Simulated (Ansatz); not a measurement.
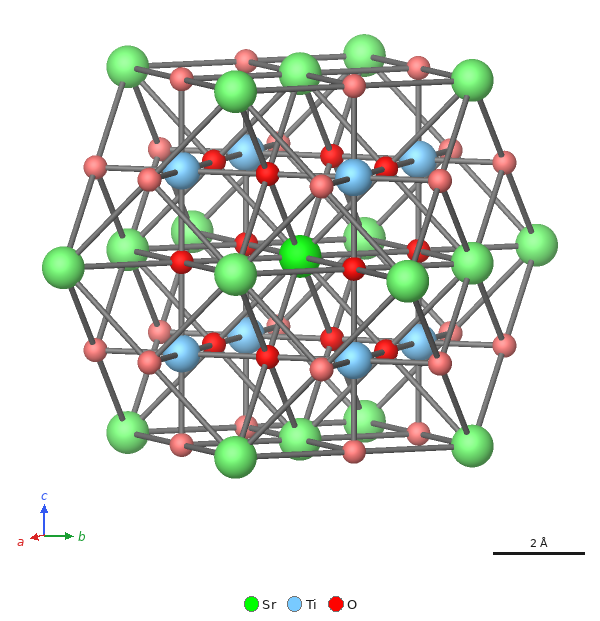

**Figure 1.** The structure (ball-and-stick view of the cell of the calculation, seen slightly off an axis; neighbours outside the cell are drawn fainter).

**Run report: SrTiO3, single-point calculation**

- system: SrTiO3 (Pm-3m, 5 atoms in the cell)
- method: DFT PBE, scalar-relativistic, plane waves, PAW, no spin polarisation (Ansatz 0.2.0)

The structure derives from an entry of the Crystallography Open Database. It belongs to a series of runs on one base structure; here: volume × 1.10.

The input:
```yaml
crystal:
  lattice:
    - [4.063471698, 0.0, 0.0]
    - [0.0, 4.063471698, 0.0]
    - [0.0, 0.0, 4.063471698]
  atoms:
    - { symbol: Sr, position: [0.5, 0.5, 0.5] }
    - { symbol: Ti, position: [0.0, 0.0, 0.0] }
    - { symbol: O, position: [0.5, 0.0, 0.0] }
    - { symbol: O, position: [0.0, 0.5, 0.0] }
    - { symbol: O, position: [0.0, 0.0, 0.5] }
basis:
  ecutwfc: 420
kpoints:
  mp_grid: { grid: [8, 8, 8] }
hamiltonian:
  xc: pbe
scf:
  occupations: { method: gaussian, width: 0.02 }
output:
  forces: true
  stress: true
  eigenvalues: true
  write_density: true
  write_potential: true
  elf: true
  volumetric_format: npy
```

Hardware: 2 threads of INTEL XEON PLATINUM @ 2.10GHz (Emerald Rapids), 24 GiB of memory available, shared host.

Launched with:
```bash
ansatz run input.yaml --threads 2 --pin off --max-ram 5120MiB --backend cpu --events-out ev --progress --plain --runs-dir out
```

The program's output:
```
Engine: ansatz 0.2.0, x86_64-unknown-linux-gnu
Pseudopotentials: kind: paw
Pseudopotential: Sr, paw, valence charge 10, recommended cutoff 420 eV (normal), Sr.paw.azcp
Pseudopotential: Ti, paw, valence charge 12, recommended cutoff 420 eV (normal), Ti.paw.azcp
Pseudopotential: O, paw, valence charge 6, recommended cutoff 420 eV (normal), O.paw.azcp
Functional definition: PBE
  parameter kappa = 0.804
  parameter beta = 0.06672455060314922
  exchange = pbe_x(kappa = kappa, mu = beta*pi^2/3)
  correlation = pbe_c(beta = beta)
Crystal: 5 atoms, lattice volume = 67.095 Å³
Basis set: ecut = 420 eV, 1357 PW (Γ), exchange–correlation on 60×60×60 points (8 copies of the dense FFT grid, shifted against one another)
Bands: 25, of which v1, the nominal top of the filled ones, is band 20 counted from 1 (19 counted from 0)
Symmetry: 48 space group operations
Space group: Pm-3m (ITA 221), of the structure as read, at distance tolerance 4.1e-5 Å
k-points: 35 of 512
Non-local potential: Sr, projectors of the file, l = 0: 3, l = 1: 2, l = 2: 2
Non-local potential: Ti, projectors of the file, l = 0: 3, l = 1: 2, l = 2: 3, l = 3: 1
Non-local potential: O, projectors of the file, l = 0: 2, l = 1: 2, l = 2: 1
PAW form: soft (Blöchl's): semilocal exchange-correlation on the pseudo side does not see the compensation charge
PAW one-centre angular grid: Sr, 110 points (default); XC on 64 Gauss nodes
PAW one-centre angular grid: Ti, 590 points (default); XC on 64 Gauss nodes
PAW one-centre angular grid: O, 110 points (default); XC on 64 Gauss nodes
Initial density: superposition of atomic densities (neutral atoms: chi_scale 0, normalization atom), corrected by the library's trained network
Initial wavefunctions: pseudopotential atomic-orbital guess
Functional: x = pbe(κ = 0.804, μ = 0.2195149727645171), c = pbe(β = 0.06672455060314922)
SCF iter   1: F=—  HF=-7754.212194 eV  |F-HF|=—  |Δ(HF+E_count)|=         —  Δρ=1.89e-3  dr2=1.70e-3  ethr=1.77e-3  ⟨swp⟩=7.5  Hψ=4607  notcnv=0
preconditioner: auto → Resta (q_TF=auto, 2.503 Å⁻¹)  ε∞=5.7  [insulator: Δε(μ)=1.630 eV  Ē_g=11.418 eV  σ=0.020 eV  W_gap=1.00  n_scr=18 (ndim 8)  ℏωp=24.8 eV  f_vac=0.003  D(μ)=0.00/eV (n_scr^D=0)  ε∞_Penn≈5.7]
SCF iter   2: F=—  HF=-7754.214532 eV  |F-HF|=—  |Δ(HF+E_count)|=   2.34e-3  Δρ=8.12e-4  dr2=2.71e-4  ethr=4.25e-6  ⟨swp⟩=3.2  Hψ=1858  notcnv=0  defer=14
SCF iter   3: F=—  HF=-7754.214672 eV  |F-HF|=—  |Δ(HF+E_count)|=   1.40e-4  Δρ=1.68e-4  dr2=2.43e-5  ethr=6.78e-7  ⟨swp⟩=2.3  Hψ=1107  notcnv=0  defer=17
SCF iter   4: F=—  HF=-7754.214624 eV  |F-HF|=—  |Δ(HF+E_count)|=   4.77e-5  Δρ=5.44e-5  dr2=3.43e-6  ethr=6.07e-8  ⟨swp⟩=2.5  Hψ=1409  notcnv=0  defer=17
SCF iter   5: F=—  HF=-7754.214623 eV  |F-HF|=—  |Δ(HF+E_count)|=   5.38e-7  Δρ=1.33e-5  dr2=2.62e-7  ethr=8.58e-9  ⟨swp⟩=2.0  Hψ=932  notcnv=0  defer=17
SCF iter   6: F=-7754.214623 eV  HF=-7754.214623 eV  |F-HF|=3.17e-8  |Δ(HF+E_count)|=   7.64e-8  Δρ=6.30e-6  dr2=4.77e-8  ethr=2.50e-10  ⟨swp⟩=13.1  Hψ=6598  notcnv=0
SCF 1 converged in 6 iterations: F = -7754.214623 eV  dr2 = 4.77e-8
  greatest PAW one-centre occupation: 0.999 electrons in one spin orbital (limit 2), on the Ti atom at site 1 (counted from 0), in its partial waves of l = 0
```

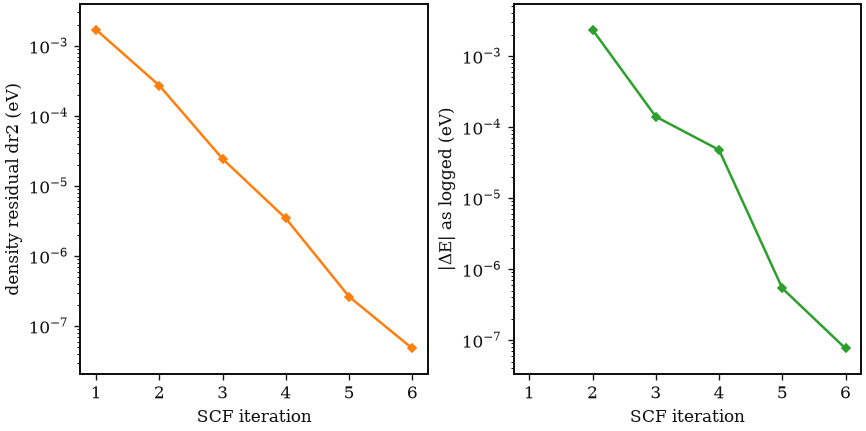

**Figure 2.** Convergence of the self-consistent field: density residual dr2 and size of the energy change against the SCF iteration. The residual falls at every step.

```
SCF converged after 6 iterations
Free energy (F): -7754.214623 eV
Harris-Foulkes:  -7754.214623 eV  (|F-HF|=3.17e-8)
Internal energy: -7754.214623 eV  (E = F + TS)
E sigma→0 (E₀):  -7754.214623 eV
Fermi energy:    9.235099 eV
--- Per-component energies (eV) ---
  E_band       = -268.973407
  E_kinetic    = 1035.690941
  E_local      = -2534.765833  (includes V_loc(G=0)·N_el)
  E_nonlocal   = 347.283270
  E_hartree    = 881.411857
  E_xc         = -493.213933
  E_vxc        = -567.779302  (∫ρ·V_xc dr)
  E_paw        = -4212.084285  (= ΣΔE_a)
  E_vpaw       = -312.231808  (= ΣTr[D̂ρ^β])
  E_aug_tail   = 0.007445  (compensation charges beyond the density's cutoff)
  E_ewald      = -2778.544085
  E_smearing   = -0.000000  (= −TS)
  E_closure    = 0.000000  (closes the sum)
  Σ components = -7754.214623   (vs F -7754.214623, Δ=0.00e0)
--- Forces (eV/Å), atoms counted from 1 ---
  atom   1  Sr    -0.00000000    -0.00000000     0.00000000
  atom   2  Ti    -0.00000000    -0.00000000     0.00000000
  atom   3  O      0.00000000    -0.00000000     0.00000000
  atom   4  O      0.00000000     0.00000000     0.00000000
  atom   5  O      0.00000000     0.00000000     0.00000000
  max |Σ_I F_I| component: 1.99e-29 eV/Å
--- Stress (GPa, compression-positive) ---
      -13.161491      -0.000000       0.000000
        0.000000     -13.161491       0.000000
        0.000000       0.000000     -13.161491
  P = ⅓ Tr σ = -13.1615 GPa (-131.615 kbar)
--- Band table (eV; the first three rows and the last of 35) ---
  k-point 0: bands = ["-48.4716", "-24.7011", "-24.6595", "-24.6595", "-24.6595", "-8.5869", "-7.7161", "-7.7161", "-6.6586", "-6.6586", "-6.6586", "5.7135", "5.7135", "5.7135", "7.4232", "7.4232", "7.4232", "8.0125", "8.0125", "8.0125", "10.0608", "10.0608", "10.0608", "11.9466", "11.9466"]
  k-point 1: bands = ["-48.4715", "-24.7132", "-24.6593", "-24.6593", "-24.6513", "-8.5915", "-7.7360", "-7.7121", "-6.6544", "-6.6544", "-6.5693", "5.5387", "5.7163", "5.7163", "7.2486", "7.2486", "7.3148", "7.5966", "7.9280", "7.9280", "10.0775", "10.3483", "10.3483", "11.9473", "12.3513"]
  k-point 2: bands = ["-48.4713", "-24.7352", "-24.6587", "-24.6587", "-24.6386", "-8.6373", "-7.7082", "-7.7026", "-6.6442", "-6.6442", "-6.3909", "5.1041", "5.7307", "5.7307", "6.8585", "6.8585", "6.8655", "7.0735", "7.8089", "7.8089", "10.1185", "10.9269", "10.9269", "11.9490", "13.0648"]
  k-point 34: bands = ["-48.4697", "-24.6952", "-24.6952", "-24.6952", "-24.6678", "-7.5243", "-7.5243", "-7.5243", "-6.8238", "-6.8238", "-6.8238", "4.0419", "4.6634", "4.6634", "5.0344", "5.0344", "5.0344", "8.4094", "8.4094", "8.4094", "12.1784", "12.1784", "12.1784", "14.9229", "14.9229"]
```

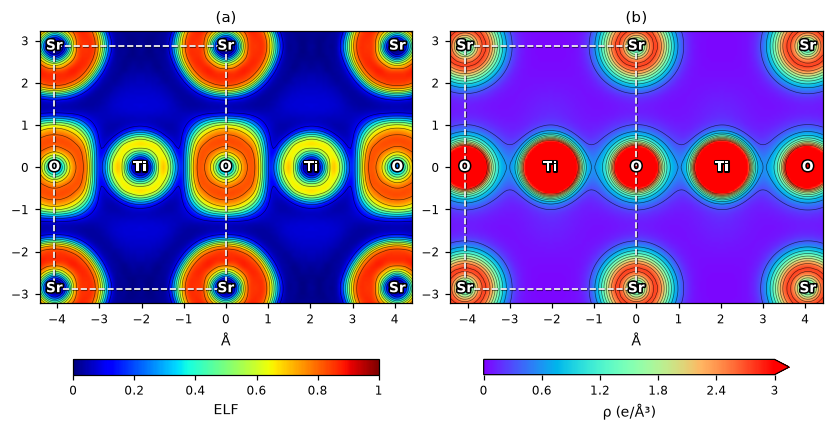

**Figure 3.** (a) electron localisation function; (b) valence electron density on the (011) plane of the conventional cell. The section cuts through Sr, Ti and O sites. Ti–O (2.03 Å): ρ at the midpoint is about 0.59 e/Å³; the ELF is about 0.20 at the midpoint. Sr–O (2.87 Å): ρ is about 0.11 e/Å³ halfway; the ELF is about 0.05 at the midpoint (a largely ionic contact). Away from the nuclei the density in this plane falls to 0.03 e/Å³ at its lowest. The strong features right at Sr and Ti lie inside the PAW spheres (semicore, d or f shells) and say nothing about bonding. In a PAW calculation such maps are meaningful between the atoms, not at the nuclei.

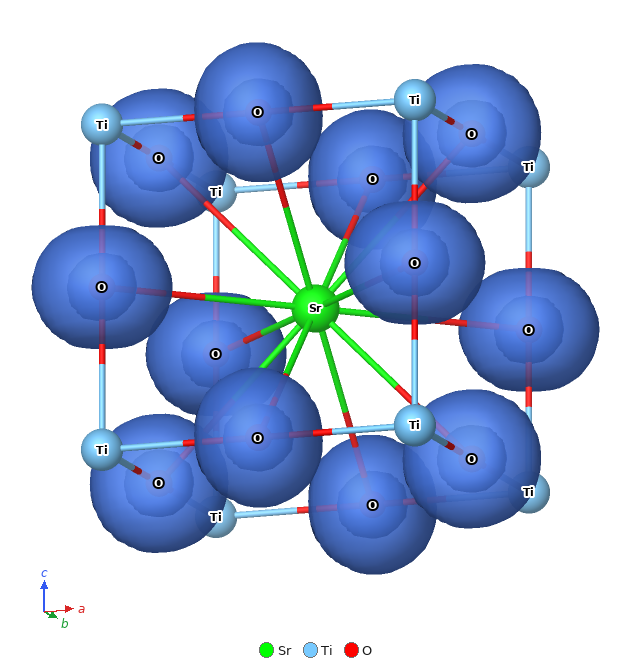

**Figure 4.** Isosurface of the ELF at 0.75 (blue), seen at an oblique angle. Only the valence region is drawn (cores and ρ < 0.01 e/Å³ removed). Sticks mark near contacts. The outline is the cell set on symmetry axes. Profiles from the grid: Ti–O (2.03 Å): the ELF is about 0.20 at the midpoint. Sr–O (2.87 Å): the ELF is about 0.05 at the midpoint (a largely ionic contact).

Results in brief:

```csv
quantity,value
outcome,converged
space group (tolerance 0.01 Å),Pm-3m (221)
electrons treated,40
free energy,−7754.2146 eV
Fermi energy,9.235 eV
gap on the k-point mesh,1.65 eV
pressure,−13.16 GPa
largest force (length of the vector),under 0.001 eV/Å
wall time,1.3 s (CPU time 2.4 s)
peak memory,0.42 GiB
```

Notes:

The cell is under a tension of 13.2 GPa at this level, so it is not at its equilibrium volume.
